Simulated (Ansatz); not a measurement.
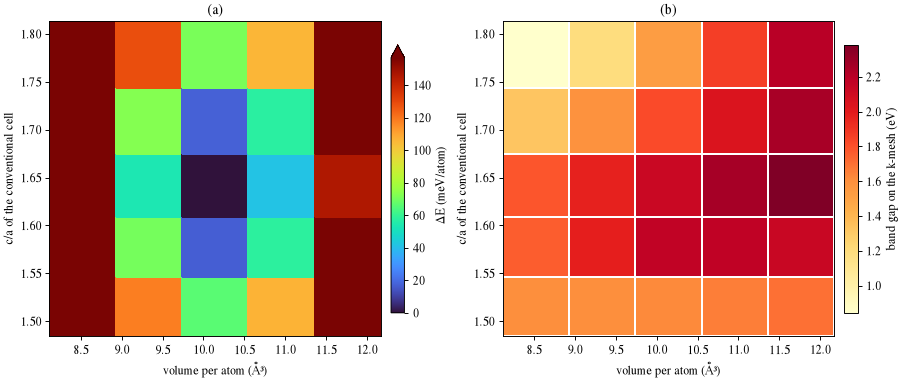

SiC (P6_3mc, No. 186; 4 atoms in the cell). The energy is mapped over volume and the cell's shape. First axis: volume per atom. Second axis: c/a of the conventional cell. Relaxed at each point: the atoms inside the fixed cell. The scan uses a 5 × 5 grid. Points are written as (first, second). Energies are in meV/atom, from the lowest grid point. Computed with Ansatz 0.2.0, DFT LDA, scalar-relativistic, plane waves, PAW. Settings: cutoff 520 eV, k-mesh 12×12×6 in the order of the run's cell vectors, gaussian smearing 0.05 eV, no spin polarisation.

Panel (a) is the energy; panel (b) is the computed band gap on the k-mesh, in eV.

In the figure: one coloured cell a grid point, one colour for all values above the top of the scale.

How does the band gap on the k-mesh vary over the map, and what is it at the lowest grid point?

It runs from 0.84 eV at (8.52 Å³, 1.778) to 2.38 eV at (11.77 Å³, 1.641). At the lowest grid point, (10.14 Å³, 1.641), it is 2.13 eV.

PAW datasets: the set soft_1.
